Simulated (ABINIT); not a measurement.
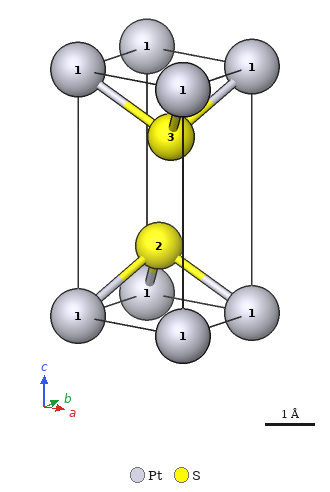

The input geometry (ball-and-stick view of the cell of the calculation, seen slightly off an axis; atoms are numbered from 1 in the order of the input). Near neighbours in the crystal (not all of them lie inside the picture): Pt has 6 S at 2.43 Å; S has 3 Pt at 2.43 Å.

Effective mass calculation of PtS2 (part 1 of 2)

PtS2 (3 atoms in the cell), computed with Kohn-Sham DFT of a periodic cell, PBEsol, PseudoDojo NC SR PBEsol v0.4.1 standard, no spin polarisation (ABINIT 10.8.3).

The structure derives from an entry of the Crystallography Open Database. The geometry was changed: volume scaled by 1.04.

### Input
```
# Datasets
ndtset 3

# Pseudopotentials
pp_dirpath "./"
pseudos "Pt.upf, S.upf"

# Structure
acell 3.5898259336 3.5898259316 5.1051076952 Angstrom
rprim
     1.0000000000     0.0000000000     0.0000000000
    -0.5000000003     0.8660254036     0.0000000000
     0.0000000000     0.0000000000     1.0000000000
ntypat 2
znucl 78 16
natom 3
typat 1 2 2
chkprim 0
chksymtnons 0
tolsym 1.0e-6
xred
            0.0            0.0            0.0
            1/3            2/3            1/4
            2/3            1/3            3/4

# Plane-wave basis
ecut 38.0

# Exchange and correlation
ixc -116133

# Bands and occupations
occopt 1

# SCF cycle
nstep 80
diemac 6.0

# Output
iomode 3
prteig 0
prtebands 0

# Dataset 1: ground state
kptopt1 1
ngkpt1 6 6 4
nshiftk1 1
shiftk1 0.0 0.0 0.0
nband1 15
tolvrs1 1.0e-14
prtden1 1
prtwf1 0

# Datasets 2 and 3: the band edges
kptopt2 0
nkpt2 2
kpt2
  0.0 0.0 0.0
  -0.2857142900 0.0 1/4
istwfk2 2*1
nband2 20
getden2 1
kptopt3 0
nkpt3 2
kpt3
  0.0 0.0 0.0
  -0.2857142900 0.0 1/4
istwfk3 2*1
nband3 20
getden3 1

# Dataset 2: bands at fixed density
iscf2 -2
nbdbuf2 2
tolwfr2 1.0e-20
nstep2 200

# Dataset 3: effective masses
iscf3 -3
getwfk3 2
rfelfd3 2
rfdir3 1 1 1
nqpt3 1
qpt3 0.0 0.0 0.0
tolwfr3 1.0e-20
nbdbuf3 2
nstep3 200
efmas3 1
efmas_bands3 15 15 16 16
efmas_calc_dirs3 1
efmas_n_dirs3 5
efmas_dirs3
  1 0 0
  0 1 0
  0 0 1
  1 1 0
  1 1 1
efmas_ntheta3 60
prtwf3 0
prtden3 0
prtpot3 0
```

Hardware: 1 thread of Arm Neoverse V2, 24 GiB of memory available, shared host.

Launch command:
```bash
abinit run.abi > log 2>&1
```

### The program's output
```
.Version 10.8.3 of ABINIT
 DATASET    1 : space group P-3 m 1 (#164); Bravais hP (primitive hexag.)
================================================================================
 Values of the parameters that define the memory need for DATASET  1.
     intxc =       0    ionmov =       0      iscf =       7    lmnmax =       8
     lnmax =       8     mgfft =      54  mpssoang =       4    mqgrid =    3001
     natom =       3  nloc_mem =       1    nspden =       1   nspinor =       1
    nsppol =       1      nsym =      12    n1xccc =    2501    ntypat =       2
    occopt =       1   xclevel =       2
       mpw =        4326          nfft =       86400          nkpt =          24
================================================================================
================================================================================

 DATASET    2 : space group P-3 m 1 (#164); Bravais hP (primitive hexag.)
================================================================================
 Values of the parameters that define the memory need for DATASET  2.
     intxc =       0    ionmov =       0      iscf =      -2    lmnmax =       8
     lnmax =       8     mgfft =      54  mpssoang =       4    mqgrid =    3001
     natom =       3  nloc_mem =       1    nspden =       1   nspinor =       1
    nsppol =       1      nsym =      12    n1xccc =    2501    ntypat =       2
    occopt =       1   xclevel =       2
       mpw =        4335          nfft =       86400          nkpt =           2
================================================================================
================================================================================

 DATASET    3 : space group P-3 m 1 (#164); Bravais hP (primitive hexag.)
================================================================================
 Values of the parameters that define the memory need for DATASET  3 (RF).
     intxc =       0      iscf =      -3    lmnmax =      32     lnmax =       8
     mgfft =      54  mpssoang =       4    mqgrid =    3001     natom =       3
  nloc_mem =       1    nspden =       1   nspinor =       1    nsppol =       1
      nsym =      12    n1xccc =    2501    ntypat =       2    occopt =       1
   xclevel =       2
      nfft =       86400          nkpt =           2
================================================================================
================================================================================

--------------------------------------------------------------------------------
------------- Echo of variables that govern the present computation ------------
--------------------------------------------------------------------------------
 -outvars: echo values of preprocessed input variables --------
            acell      6.7837878542E+00  6.7837878504E+00  9.6472553872E+00 Bohr
              amu      1.95080000E+02  3.20660000E+01
          chkprim           0
      chksymtnons           0
           diemac      6.00000000E+00
             ecut      3.80000000E+01 Hartree
           getden1          0
           getden2          1
           getden3          1
           getwfk1          0
           getwfk2          0
           getwfk3          2
             iscf1          7
             iscf2         -2
             iscf3         -3
              ixc     -116133
           jdtset        1    2    3
           kptopt1          1
           kptopt2          0
           kptopt3          0
         kptrlatt        6    0    0      0    6    0      0    0    4
          kptrlen1     3.85890215E+01
          kptrlen2     3.00000000E+01
          kptrlen3     3.00000000E+01
            natom           3
            nband1         15
            nband2         20
            nband3         20
           nbdbuf1          0
           nbdbuf2          2
           nbdbuf3          2
           ndtset           3
            ngfft          40      40      54
             nkpt1         24
             nkpt2          2
             nkpt3          2
             nqpt1          0
             nqpt2          0
             nqpt3          1
            nstep1         80
            nstep2        200
            nstep3        200
             nsym          12
           ntypat           2
        optdriver1          0
        optdriver2          0
        optdriver3          1
           prtden1          1
           prtden2          1
           prtden3          0
        prtebands           0
           prteig           0
            prtwf1          0
            prtwf2          1
            prtwf3          0
           rfelfd1          0
           rfelfd2          0
           rfelfd3          2
            rprim      1.0000000000E+00  0.0000000000E+00  0.0000000000E+00
                      -5.0000000030E-01  8.6602540360E-01  0.0000000000E+00
                       0.0000000000E+00  0.0000000000E+00  1.0000000000E+00
           shiftk1     0.00000000E+00  0.00000000E+00  0.00000000E+00
           shiftk2     5.00000000E-01  5.00000000E-01  5.00000000E-01
           shiftk3     5.00000000E-01  5.00000000E-01  5.00000000E-01
          spgroup         164
           tolsym      1.00000000E-06
           tolvrs1     1.00000000E-14
           tolvrs2     0.00000000E+00
           tolvrs3     0.00000000E+00
           tolwfr1     0.00000000E+00
           tolwfr2     1.00000000E-20
           tolwfr3     1.00000000E-20
            typat      1  2  2
           useylm1          0
           useylm2          0
           useylm3          1
           xangst      0.0000000000E+00  0.0000000000E+00  0.0000000000E+00
                      -5.1298472173E-11  2.0725869675E+00  1.2762769238E+00
                       1.7949129668E+00  1.0362934838E+00  3.8288307714E+00
            xcart      0.0000000000E+00  0.0000000000E+00  0.0000000000E+00
                      -9.6940063084E-11  3.9166217407E+00  2.4118138468E+00
                       3.3918939270E+00  1.9583108704E+00  7.2354415404E+00
             xred      0.0000000000E+00  0.0000000000E+00  0.0000000000E+00
                       3.3333333333E-01  6.6666666667E-01  2.5000000000E-01
                       6.6666666667E-01  3.3333333333E-01  7.5000000000E-01
            znucl       78.00000   16.00000

================================================================================

 chkinp: Checking input parameters for consistency, jdtset=   1.

 chkinp: Checking input parameters for consistency, jdtset=   2.

 chkinp: Checking input parameters for consistency, jdtset=   3.

================================================================================
== DATASET  1 ==================================================================

--- !DatasetInfo
iteration_state: {dtset: 1, }
dimensions: {natom: 3, nkpt: 24, mband: 15, nsppol: 1, nspinor: 1, nspden: 1, mpw: 4326, }
cutoff_energies: {ecut:  38.0, pawecutdg:  -1.0, }
electrons: {nelect:   3.00000000E+01, charge:   0.00000000E+00, occopt:   1.00000000E+00, tsmear:   1.00000000E-02, }
meta: {optdriver: 0, ionmov: 0, optcell: 0, iscf: 7, paral_kgb: 0, }
...

 Real(R)+Recip(G) space primitive vectors, cartesian coordinates (Bohr,Bohr^-1):
 R(1)=  6.7837879  0.0000000  0.0000000  G(1)=  0.1474103  0.0851074  0.0000000
 R(2)= -3.3918939  5.8749326  0.0000000  G(2)=  0.0000000  0.1702147  0.0000000
 R(3)=  0.0000000  0.0000000  9.6472554  G(3)=  0.0000000  0.0000000  0.1036564
 Unit cell volume ucvol=  3.8448458E+02 bohr^3
 Angles (23,13,12)=  9.00000000E+01  9.00000000E+01  1.20000000E+02 degrees

 getcut: wavevector=  0.0000  0.0000  0.0000  ngfft=  40  40  54
         ecut(hartree)=     38.000   => boxcut(ratio)=   2.01713

--- Pseudopotential description ------------------------------------------------
- pspini: atom type   1  psp file is ./Pt.upf
  78.00000  18.00000  180301                  znucl, zion, pspdat
12 -116133 3 -1 1358                          pspcod,pspxc,lmax,lloc,mmax
     nproj     2     2     2     2

- pspini: atom type   2  psp file is ./S.upf
  16.00000   6.00000  180301                  znucl, zion, pspdat
12 -116133 2 -1 1146                          pspcod,pspxc,lmax,lloc,mmax
     nproj     2     2     2     0

   1.31929936E+03                                ecore*ucvol(ha*bohr**3)
--------------------------------------------------------------------------------

================================================================================

--- !BeginCycle
iteration_state: {dtset: 1, }
solver: {iscf: 7, nstep: 80, nline: 4, wfoptalg: 0, }
tolerances: {tolvrs: 1.00E-14, }
...

     iter   Etot(hartree)      deltaE(h)  residm     vres2
 ETOT  1  -151.44946373798    -1.514E+02 1.390E-01 5.385E+03
 ETOT  2  -150.36868830253     1.081E+00 1.709E-02 1.939E+04
 ETOT  3  -152.33585670299    -1.967E+00 3.776E-02 2.072E+03
 ETOT  4  -152.58515139471    -2.493E-01 6.294E-03 4.153E+02
 ETOT  5  -152.59138671147    -6.235E-03 9.682E-04 3.611E+02
 ETOT  6  -152.63085402454    -3.947E-02 5.740E-04 9.839E+00
 ETOT  7  -152.63247375340    -1.620E-03 1.411E-04 9.322E-01
 ETOT  8  -152.63259863413    -1.249E-04 5.198E-05 4.252E-01
 ETOT  9  -152.63267873540    -8.010E-05 1.869E-05 1.030E-02
 ETOT 10  -152.63268277839    -4.043E-06 5.505E-06 5.046E-04
 ETOT 11  -152.63268340353    -6.251E-07 2.273E-06 5.957E-04
 ETOT 12  -152.63268369210    -2.886E-07 5.987E-07 1.755E-04
 ETOT 13  -152.63268377074    -7.863E-08 2.663E-07 9.874E-06
 ETOT 14  -152.63268379116    -2.043E-08 7.813E-08 8.623E-06
 ETOT 15  -152.63268379885    -7.688E-09 3.343E-08 2.495E-06
 ETOT 16  -152.63268380146    -2.605E-09 1.003E-08 9.870E-07
 ETOT 17  -152.63268380239    -9.334E-10 3.953E-09 1.360E-07
 ETOT 18  -152.63268380271    -3.187E-10 1.318E-09 2.597E-08
 ETOT 19  -152.63268380282    -1.095E-10 5.053E-10 2.918E-09
 ETOT 20  -152.63268380286    -3.780E-11 1.667E-10 6.984E-09
 ETOT 21  -152.63268380287    -1.538E-11 6.220E-11 7.174E-11
 ETOT 22  -152.63268380287    -2.444E-12 2.099E-11 4.263E-10
 ETOT 23  -152.63268380288    -3.865E-12 7.953E-12 1.089E-10
 ETOT 24  -152.63268380288     1.791E-12 2.641E-12 4.189E-11
 ETOT 25  -152.63268380288    -2.927E-12 1.005E-12 2.655E-11
 ETOT 26  -152.63268380288     1.791E-12 3.336E-13 1.363E-11
 ETOT 27  -152.63268380288     5.969E-13 1.274E-13 7.122E-12
 ETOT 28  -152.63268380287     3.894E-12 4.243E-14 2.804E-12
 ETOT 29  -152.63268380288    -4.150E-12 1.620E-14 1.220E-12
 ETOT 30  -152.63268380288    -2.757E-12 5.581E-15 1.027E-12
 ETOT 31  -152.63268380288     2.387E-12 2.056E-15 3.191E-14
 ETOT 32  -152.63268380288    -9.379E-13 7.859E-16 1.469E-13
 ETOT 33  -152.63268380288     1.791E-12 2.584E-16 1.733E-13
 ETOT 34  -152.63268380287     1.080E-12 9.323E-17 1.361E-13
 ETOT 35  -152.63268380288    -2.245E-12 2.982E-17 6.575E-14
 ETOT 36  -152.63268380288    -3.411E-13 1.135E-17 1.272E-14
 ETOT 37  -152.63268380288    -9.663E-13 2.424E-18 3.107E-15

 At SCF step   37       vres2   =  3.11E-15 < tolvrs=  1.00E-14 =>converged.

 Cartesian components of stress tensor (hartree/bohr^3)
  sigma(1 1)=  2.66407015E-04  sigma(3 2)=  0.00000000E+00
  sigma(2 2)=  2.66407030E-04  sigma(3 1)=  0.00000000E+00
  sigma(3 3)=  2.79200278E-04  sigma(2 1)=  2.27485283E-13

--- !ResultsGS
iteration_state: {dtset: 1, }
comment   : Summary of ground state results
lattice_vectors:
- [  6.7837879,   0.0000000,   0.0000000, ]
- [ -3.3918939,   5.8749326,   0.0000000, ]
- [  0.0000000,   0.0000000,   9.6472554, ]
lattice_lengths: [   6.78379,    6.78379,    9.64726, ]
lattice_angles: [ 90.000,  90.000, 120.000, ] # degrees, (23, 13, 12)
lattice_volume:   3.8448458E+02
convergence: {deltae: -9.663E-13, res2:  3.107E-15, residm:  2.424E-18, diffor: null, }
etotal    :  -1.52632684E+02
entropy   :   0.00000000E+00
fermie    :   2.66926481E-01
cartesian_stress_tensor: # hartree/bohr^3
- [  2.66407015E-04,   2.27485283E-13,   0.00000000E+00, ]
- [  2.27485283E-13,   2.66407030E-04,   0.00000000E+00, ]
- [  0.00000000E+00,   0.00000000E+00,   2.79200278E-04, ]
pressure_GPa:  -7.9634E+00
xred      :
- [  0.0000E+00,   0.0000E+00,   0.0000E+00, Pt]
- [  3.3333E-01,   6.6667E-01,   2.5000E-01,  S]
- [  6.6667E-01,   3.3333E-01,   7.5000E-01,  S]
cartesian_forces: # hartree/bohr
- [  2.03224863E-26,   1.95553215E-26,   2.31296463E-18, ]
- [  0.00000000E+00,  -2.73774501E-26,  -1.97963090E-02, ]
- [ -2.03224863E-26,   7.82212861E-27,   1.97963090E-02, ]
force_length_stats: {min:   2.31296463E-18, max:   1.97963090E-02, mean:   1.31975393E-02, }
...

 Integrated electronic density in atomic spheres:
 ------------------------------------------------
 Atom  Sphere_radius  Integrated_density
    1        2.00000         14.46832263
    2        2.00000          3.82420067
    3        2.00000          3.82420067
================================================================================

 ----iterations are completed or convergence reached----

 Mean square residual over all n,k,spin=   21.839E-21; max=  24.239E-19
 reduced coordinates (array xred) for    3 atoms
       0.000000000000      0.000000000000      0.000000000000
       0.333333333333      0.666666666667      0.250000000000
       0.666666666667      0.333333333333      0.750000000000
 rms dE/dt=  9.0029E-02; max dE/dt=  1.9098E-01; dE/dt below (all hartree)
    1       0.000000000000      0.000000000000      0.000000000000
    2       0.000000000000      0.000000000000      0.190980048431
    3       0.000000000000     -0.000000000000     -0.190980048431

 cartesian coordinates (angstrom) at end:
    1      0.00000000000000     0.00000000000000     0.00000000000000
    2     -0.00000000005130     2.07258696751176     1.27627692380000
    3      1.79491296677435     1.03629348375588     3.82883077140000

 cartesian forces (hartree/bohr) at end:
    1      0.00000000000000     0.00000000000000     0.00000000000000
    2      0.00000000000000    -0.00000000000000    -0.01979630897762
    3     -0.00000000000000     0.00000000000000     0.01979630897762
 frms,max,avg= 9.3320695E-03 1.9796309E-02   0.000E+00  0.000E+00  0.000E+00 h/b

 cartesian forces (eV/Angstrom) at end:
    1      0.00000000000000     0.00000000000000     0.00000000000000
    2      0.00000000000000    -0.00000000000000    -1.01796713671974
    3     -0.00000000000000     0.00000000000000     1.01796713671974
 frms,max,avg= 4.7987431E-01 1.0179671E+00   0.000E+00  0.000E+00  0.000E+00 e/A
 length scales=  6.783787854185  6.783787850406  9.647255387192 bohr
              =  3.589825933600  3.589825931600  5.105107695200 angstroms
 Fermi (or HOMO) energy (hartree) =   0.26693   Average Vxc (hartree)=  -0.40704
 Eigenvalues (hartree) for nkpt=  24  k points:
 kpt#   1, nband= 15, wtk=  0.00694, kpt=  0.0000  0.0000  0.0000 (reduced coord)
  -3.38956   -1.70221   -1.70221   -1.70037   -0.28272   -0.18537    0.01717    0.03971
   0.03971    0.13385    0.13385    0.18752    0.22664    0.22664    0.26693
 prteigrs : prtvol=0 or 1, do not print more k-points.

--- !EnergyTerms
iteration_state     : {dtset: 1, }
comment             : Components of total free energy in Hartree
kinetic             :  4.47182742040401E+01
hartree             :  4.28776437579685E+01
xc                  : -2.98554757809871E+01
Ewald energy        : -9.07038025965731E+01
psp_core            :  3.43134533770150E+00
local_psp           : -1.34070294007425E+02
non_local_psp       :  1.09696252823967E+01
total_energy        : -1.52632683802879E+02
total_energy_eV     : -4.15334691272082E+03
band_energy         : -1.56139655329525E+01
...

 Cartesian components of stress tensor (hartree/bohr^3)
  sigma(1 1)=  2.66407015E-04  sigma(3 2)=  0.00000000E+00
  sigma(2 2)=  2.66407030E-04  sigma(3 1)=  0.00000000E+00
  sigma(3 3)=  2.79200278E-04  sigma(2 1)=  2.27485283E-13
```
